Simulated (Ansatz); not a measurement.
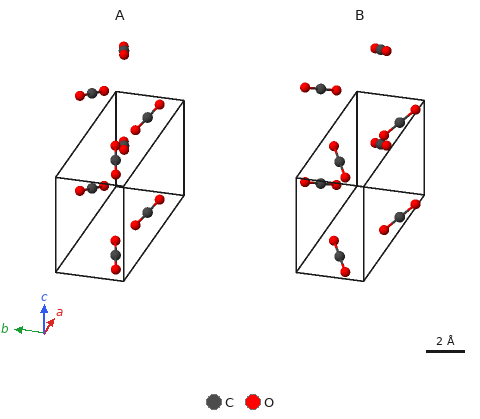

Two geometries of a crystal of CO2 (set up in Pna2_1) (coarse preliminary run), drawn at one scale. One is the start of a relaxation, the other its converged end. A ball-and-stick model of the cell of the calculation, repeated 1 × 1 × 2 with one cell outlined, seen from a free direction.

These are results of DFT PBEsol, scalar-relativistic, plane waves, PAW (Ansatz), not measurements. Settings: plane-wave cutoff 420 eV; k-point mesh 2 × 6 × 4; occupations gaussian; smearing width 0.1 eV; no spin polarisation; cell and atoms relaxed; force threshold 0.05 eV/Å; at most 80 steps.

Which of the two is the end point?

Structure B is the relaxed one. The energy falls by 15.2 meV per atom in 11 accepted moves (13 points after the start). Largest force component: 0.78 eV/Å at the start, 0.04 eV/Å at the end. The pressure goes from −1.64 to 0.05 GPa. The line search rejected the trial step at point 6 of the run. At 1 point the geometry stayed and the basis and grid were re-selected for the new cell (energy shift of 0.5 meV per atom at most each time). The largest moves relative to the cell, 1.19 Å, are those of O atoms. Largest moves by element: O 1.19 Å, C 0.87 Å. The volume changes by −0.7 %, with a 10.995 → 11.067 Å (+0.7 %), b 3.767 → 3.733 Å (−0.9 %), c 5.583 → 5.557 Å (−0.5 %). Near-neighbour distances that change, for instance: C–O 1.179 → 1.167 Å. The space group stays Pna2_1 (No. 33). The run took of the order of 6 core-minutes on a shared host.
